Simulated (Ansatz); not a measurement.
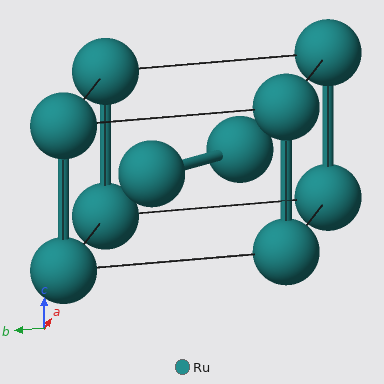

Shown here is a ball-and-stick view of the crystal, taken from a general direction. Atoms at the boundary of the conventional unit cell (the box) are drawn once for each face, edge or corner they touch.

What is the number of atoms per cell?

Answer. 3 (ruthenium), counting shared atoms by their share.

What are the crystal system and the lattice centring?

Answer. Primitive hexagonal.

Name the space group.

Answer. P6/mmm (No. 191), with Ru on 1a and Ru on 2d.

To which structure type does it belong?

Answer. Ω phase (AlB₂-like).

Provenance: a textbook structure type filled with this element (whether it is the usual form wasn't checked). It is drawn as it came out of a relaxation with DFT r2SCAN, scalar-relativistic, plane waves, PAW in Ansatz.
